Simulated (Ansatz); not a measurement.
## Single-point calculation, with input and output: Ta

System: Ta (2 atoms in the cell).
Method: DFT PBEsol, scalar-relativistic, plane waves, PAW, no spin polarisation (Ansatz 0.2.0).

The structure derives from an entry of the Crystallography Open Database. It belongs to a series of runs on one base structure; here: mode 6 (135.8 1/cm) frozen in, largest displacement +0.113 A. Figures and captions count atoms from 1; the log counts them from 0 in places.

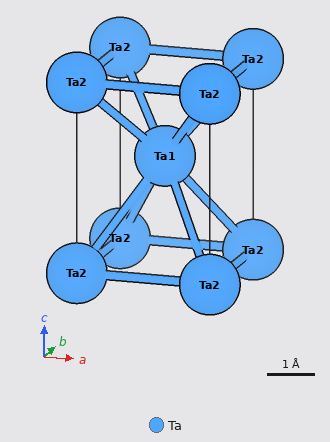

Fig. 1: The structure (ball-and-stick view of the cell of the calculation, seen slightly off an axis; atoms are numbered from 1 in the order of the input). An atom can appear more than once, as a periodic image. Near neighbours in the periodic cell (some may lie outside the picture): Ta has 12 Ta at 2.83 to 3.15 Å.

**Key numbers**

```json
{"quantity": "outcome", "value": "converged"}
{"quantity": "space group (tolerance 0.01 Å)", "value": "P4/nmm (129)"}
{"quantity": "electrons treated", "value": "26"}
{"quantity": "free energy", "value": "−19612.2587 eV"}
{"quantity": "Fermi energy", "value": "17.969 eV"}
{"quantity": "gap on the k-point mesh", "value": "none (metallic)"}
{"quantity": "pressure", "value": "−2.67 GPa"}
{"quantity": "largest force (length of the vector)", "value": "2.002 eV/Å"}
{"quantity": "hardware", "value": "2 threads of Intel Xeon @ 2.50GHz (Skylake/Cascade Lake), 192 GiB of memory available, shared host"}
{"quantity": "wall time", "value": "8.3 s (CPU time 15 s)"}
{"quantity": "peak memory", "value": "0.5 GiB"}
```

**Notes**

Spin–orbit coupling is left out, which matters for Ta.

**Input**
```yaml
crystal:
  lattice:
    - [0.0, -2.11, -2.11]
    - [0.0, 2.11, -2.11]
    - [4.22, 0.0, 0.0]
  atoms:
    - { symbol: Ta, position: [0.5, 0.5, 0.5266587678] }
    - { symbol: Ta, position: [0.0, 0.0, -0.0266587678] }
basis:
  ecutwfc: 420
kpoints:
  mp_grid: { grid: [16, 16, 12] }
hamiltonian:
  xc: pbesol
scf:
  occupations: { method: gaussian, width: 0.15 }
output:
  forces: true
  stress: true
  eigenvalues: true
  write_density: true
  write_potential: true
  elf: true
  volumetric_format: npy
```

Launch command:
```bash
ansatz run input.yaml --threads 2 --pin off --max-ram 5120MiB --backend cpu --events-out ev --progress --plain --runs-dir out
```

**Log**
```
Engine: ansatz 0.2.0, x86_64-unknown-linux-gnu
Pseudopotentials: kind: paw
Pseudopotential: Ta, paw, valence charge 13, recommended cutoff 420 eV (normal), Ta.paw.azcp
Functional definition: PBEsol
  exchange = pbesol_x
  correlation = pbesol_c
Crystal: 2 atoms, lattice volume = 37.576 Å³
Basis set: ecut = 420 eV, 699 PW (Γ), exchange–correlation on 40×40×60 points (8 copies of the dense FFT grid, shifted against one another)
Bands: 17, of which v1, the nominal top of the filled ones, is band 13 counted from 1 (12 counted from 0)
Symmetry: 16 space group operations
Space group: P4/nmm (ITA 129), of the structure as read, at distance tolerance 3.3e-5 Å
k-points: 315 of 3072
Non-local potential: Ta, projectors of the file, l = 0: 3, l = 1: 2, l = 2: 2, l = 3: 1
PAW form: soft (Blöchl's): semilocal exchange-correlation on the pseudo side does not see the compensation charge
PAW frozen core: Ta, regenerated for the run's functional, and the local potential with it (the file was generated under x = pbe(κ = 0.804, μ = 0.2195149727645171), c = pbe(β = 0.06672455060314922))
PAW one-centre angular grid: Ta, 590 points (default); XC on 64 Gauss nodes
Initial density: superposition of atomic densities (neutral atoms: chi_scale 0, normalization atom), corrected by the library's trained network
Initial wavefunctions: pseudopotential atomic-orbital guess
Functional: x = pbesol(κ = 0.804, μ = 0.12345679012345678), c = pbesol(β = 0.046)
SCF iter   1: F=—  HF=-19612.264032 eV  |F-HF|=—  |Δ(HF+E_count)|=         —  Δρ=6.00e-3  dr2=2.15e-2  ethr=1.77e-3  ⟨swp⟩=5.0  Hψ=23698  notcnv=0
preconditioner: auto → none  [metal: Δε(μ)=0.002 eV  Ē_g=4.492 eV  σ=0.150 eV  W_gap=0.01  n_scr=6 (ndim 8)  ℏωp=19.2 eV  f_vac=0.000  D(μ)=2.33/eV (n_scr^D=28)  sad-step TF]
SCF iter   2: F=—  HF=-19612.260617 eV  |F-HF|=—  |Δ(HF+E_count)|=   3.41e-3  Δρ=3.59e-3  dr2=8.22e-3  ethr=8.27e-5  ⟨swp⟩=1.1  Hψ=7960  notcnv=0
SCF iter   3: F=—  HF=-19612.258668 eV  |F-HF|=—  |Δ(HF+E_count)|=   1.95e-3  Δρ=4.04e-4  dr2=4.56e-5  ethr=3.16e-5  ⟨swp⟩=2.0  Hψ=6904  notcnv=0
SCF iter   4: F=—  HF=-19612.258657 eV  |F-HF|=—  |Δ(HF+E_count)|=   1.12e-5  Δρ=1.26e-4  dr2=4.79e-6  ethr=1.75e-7  ⟨swp⟩=2.0  Hψ=8831  notcnv=0
SCF iter   5: F=—  HF=-19612.258656 eV  |F-HF|=—  |Δ(HF+E_count)|=   6.30e-7  Δρ=3.13e-5  dr2=9.73e-7  ethr=1.84e-8  ⟨swp⟩=2.1  Hψ=8381  notcnv=0
SCF iter   6: F=-19612.258656 eV  HF=-19612.258656 eV  |F-HF|=2.73e-8  |Δ(HF+E_count)|=   2.49e-7  Δρ=7.73e-6  dr2=3.61e-8  ethr=3.85e-10  ⟨swp⟩=6.5  Hψ=33865  notcnv=0
SCF 1 converged in 6 iterations: F = -19612.258656 eV  dr2 = 3.61e-8
  greatest PAW one-centre occupation: 1.000 electrons in one spin orbital (limit 2), on the Ta atom at site 1 (counted from 0), in its partial waves of l = 0
```

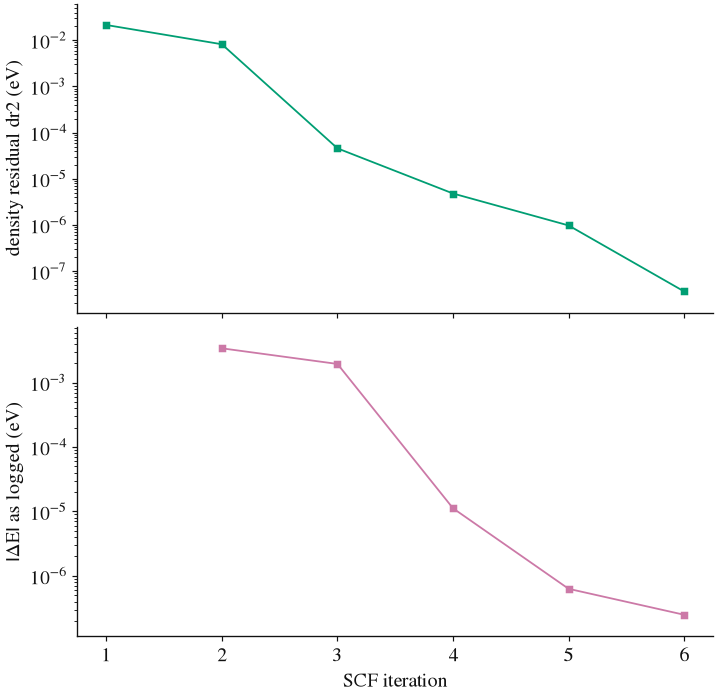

Fig. 2: Convergence of the self-consistent field: density residual dr2 and size of the energy change against the SCF iteration. The residual falls at every step.

```
SCF converged after 6 iterations
Free energy (F): -19612.258656 eV
Harris-Foulkes:  -19612.258656 eV  (|F-HF|=2.73e-8)
Internal energy: -19612.232176 eV  (E = F + TS)
E sigma→0 (E₀):  -19612.245416 eV
Entropy (-TS):   -0.026480 eV (-13.240 meV/atom)
Fermi energy:    17.969279 eV
--- Per-component energies (eV) ---
  E_band       = -234.186116
  E_kinetic    = 730.367995
  E_local      = -1176.421676  (includes V_loc(G=0)·N_el)
  E_nonlocal   = 34.354879
  E_hartree    = 406.747000
  E_xc         = -433.029813
  E_vxc        = -406.378896  (∫ρ·V_xc dr)
  E_paw        = -16544.617521  (= ΣΔE_a)
  E_vpaw       = -229.600994  (= ΣTr[D̂ρ^β])
  E_aug_tail   = 0.000281  (compensation charges beyond the density's cutoff)
  E_ewald      = -2630.060612
  E_core_change = 0.427293  (= ΣΔE_core)
  E_smearing   = -0.026480  (= −TS)
  E_closure    = 0.000000  (closes the sum)
  Σ components = -19612.258656   (vs F -19612.258656, Δ=0.00e0)
--- Forces (eV/Å), atoms counted from 1 ---
  atom   1  Ta    -2.00193697     0.00000000     0.00000000
  atom   2  Ta     2.00193697    -0.00000000     0.00000000
  max |Σ_I F_I| component: 8.67e-19 eV/Å
--- Stress (GPa, compression-positive) ---
       -1.232793      -0.000000       0.000000
       -0.000000      -3.383501      -0.000000
        0.000000      -0.000000      -3.383501
  P = ⅓ Tr σ = -2.6666 GPa (-26.666 kbar)
--- Band table (eV; the first three rows and the last of 315) ---
  k-point 0: bands = ["-49.5684", "-49.4230", "-16.5382", "-15.9790", "-15.9790", "-15.5456", "-15.5348", "-15.5348", "9.8655", "13.5416", "14.4473", "18.3837", "18.3837", "18.5028", "20.1000", "21.1807", "22.4977"]
  k-point 1: bands = ["-49.5669", "-49.4246", "-16.5252", "-15.9741", "-15.9741", "-15.5623", "-15.5400", "-15.5400", "9.9575", "13.5689", "14.4872", "18.4080", "18.4359", "18.4359", "19.8853", "21.2078", "22.3045"]
  k-point 2: bands = ["-49.5625", "-49.4290", "-16.4870", "-15.9602", "-15.9602", "-15.6103", "-15.5547", "-15.5547", "10.2287", "13.6318", "14.6043", "18.1466", "18.5913", "18.5913", "19.3180", "21.2865", "21.8372"]
  k-point 314: bands = ["-49.4362", "-49.4362", "-16.4400", "-16.4400", "-16.0519", "-16.0519", "-15.9481", "-15.9481", "15.1173", "15.1173", "16.4118", "16.4118", "17.2437", "17.2437", "20.0864", "20.0864", "24.4203"]
```

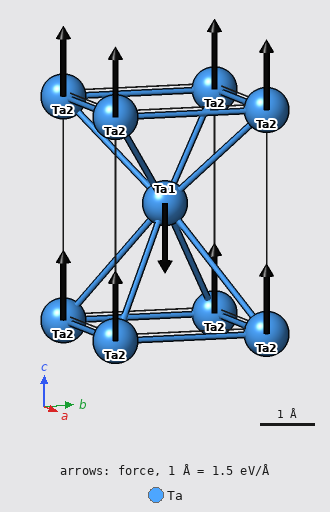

Fig. 3: Forces on the atoms as black arrows (ball-and-stick view of the cell of the calculation, seen slightly off an axis; atoms are numbered from 1 in the order of the input). The largest act on Ta1, Ta2 (2.00 eV/Å). The geometry is not a stationary point of this energy.

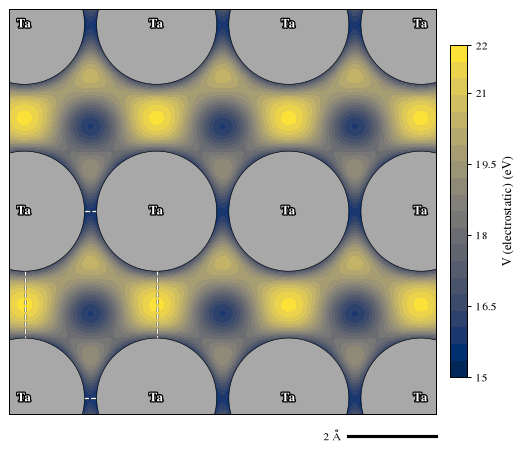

Fig. 4: Electrostatic potential energy of an electron on the (100) plane of the conventional cell. Grey discs, where drawn, cover atomic cores. Atoms in the plane: Ta. Outside the cores the potential energy rises away from the atoms and is highest about 2.1 Å from the nearest atoms; outside the discs it spans about 6 eV, and its zero is arbitrary. In a PAW calculation such maps are meaningful between the atoms, not at the nuclei.

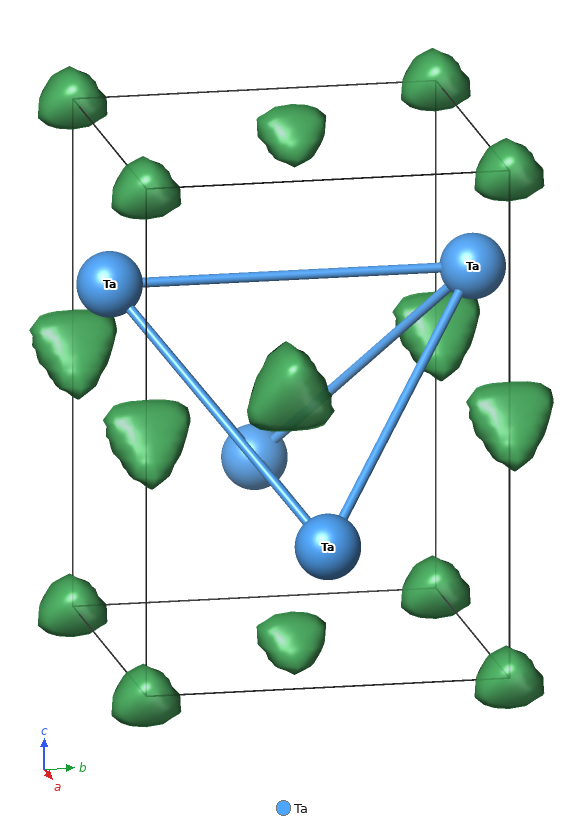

Fig. 5: Isosurface of the ELF at 0.6 (green), seen slightly off an axis. Only the valence region is drawn (cores and ρ < 0.01 e/Å³ removed). Sticks mark near contacts. The outline is the cell set on symmetry axes. Along the contacts the grid gives the following. Ta–Ta (2.83 Å): the ELF is about 0.30 at the midpoint; no shared electron pair. Ta–Ta (2.98 Å): the ELF is about 0.30 at the midpoint (no shared electron pair).
